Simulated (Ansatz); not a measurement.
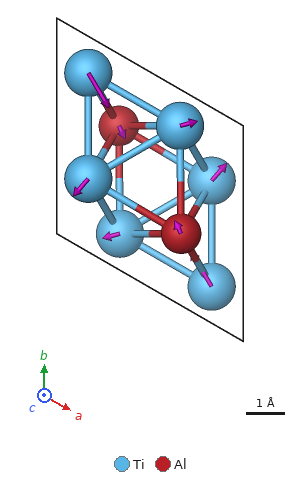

A crystal of Ti₃Al (P6_3/mmc): a normal mode at the zone centre (one arbitrary combination within a set of 2 degenerate modes) is frozen in with the cell fixed, the amplitude being the largest displacement of an atom. The picture shows the reference cell. The purple arrows give the direction of positive displacement. Style: ball-and-stick. Shown: the cell of the calculation, along the c axis.

These are results of DFT PBEsol, scalar-relativistic, plane waves, PAW in Ansatz, not measurements. (plane-wave cutoff 420 eV; k-point mesh 12 × 12 × 10; occupations gaussian; smearing width 0.15 eV; no spin polarisation). Energies (free energies at the smearing named) are counted from the relaxed crystal.

```xyz
8
Lattice="5.6878 0.0000 0.0000 -2.8439 4.9258 0.0000 0.0000 0.0000 4.6077" Properties=species:S:1:pos:R:3 pbc="T T T"
Ti    4.2401    0.8358    1.1519
Ti    1.3962    4.0899    3.4558
Ti    2.8439    3.2541    1.1519
Ti   -1.3962    4.0899    3.4558
Ti    1.4477    0.8358    1.1519
Ti    0.0000    1.6717    3.4558
Al    0.0000    3.2839    1.1519
Al    2.8439    1.6419    3.4558
```

Predict the energy profile (the amplitude: −0.300, −0.150, 0.000, 0.075, 0.225 Å).

Answer.
| largest displacement (Å) | energy change (meV/cell) |
| --- | --- |
| −0.300 | 516 |
| −0.150 | 137 |
| 0.000 | 0 |
| 0.075 | 34 |
| 0.225 | 312 |

The harmonic wavenumber of the mode is 146 cm⁻¹, a stable vibration. Of the computed points the lowest is at the amplitude 0.00 Å, 0 meV/cell. The end points stand at 516 meV/cell (−0.30 Å) and 312 meV/cell (0.225 Å). At the highest point the shortest interatomic distance is 2.50 Å, against 2.79 Å in the reference.

The computed profile:

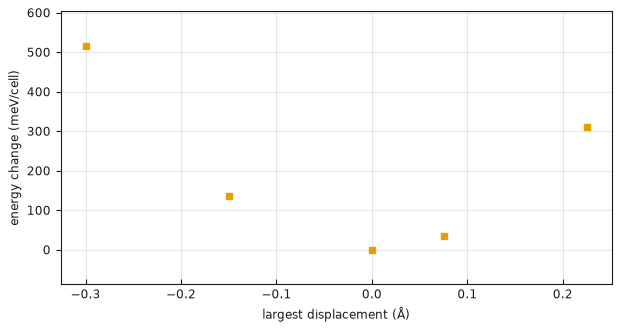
